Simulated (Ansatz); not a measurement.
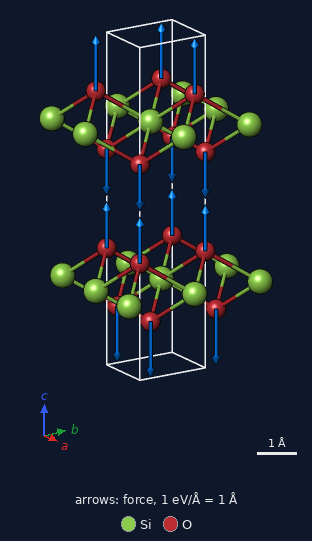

Starting geometry of solid SiO2 (a generated structure, set up in P-3m1) (coarse preliminary run) with the computed forces as blue arrows. A ball-and-stick model of the cell of the calculation, seen slightly off an axis.

All numbers below come from Ansatz, DFT PBE+D3(BJ), scalar-relativistic, plane waves, PAW. Settings: plane-wave cutoff 420 eV; k-point mesh 6 × 6 × 2; occupations gaussian; smearing width 0.1 eV; no spin polarisation; cell and atoms relaxed; force threshold 0.04 eV/Å; at most 70 steps.

What follows when this structure is relaxed?

Answer. It isn't relaxed: the largest force vector, on O atoms, is 1.50 eV/Å. The final displacements have little in common with the starting forces (cosine between the two patterns −0.29). The largest moves relative to the cell, 0.12 Å, are those of O atoms. Largest moves by element: O 0.12 Å, Si 0.08 Å. Cell: a = b 2.612 → 2.687 Å (+2.8 %), c 8.764 → 9.444 Å (+7.8 %). Volume +14.0 %. Some distances before and after: O–Si 1.749 → 1.801 Å. The space group stays P-3m1 (No. 164). Over 7 accepted moves (10 points after the start) the energy falls by 66.9 meV per atom. Largest force component: 1.5 eV/Å at the start, 0.0026 eV/Å at the end. Pressure: 25.29 GPa at the start and 0.05 GPa at the end. At 3 points the geometry stayed and the basis and grid were re-selected for the new cell (energy shift of 8.6 meV per atom at most each time).
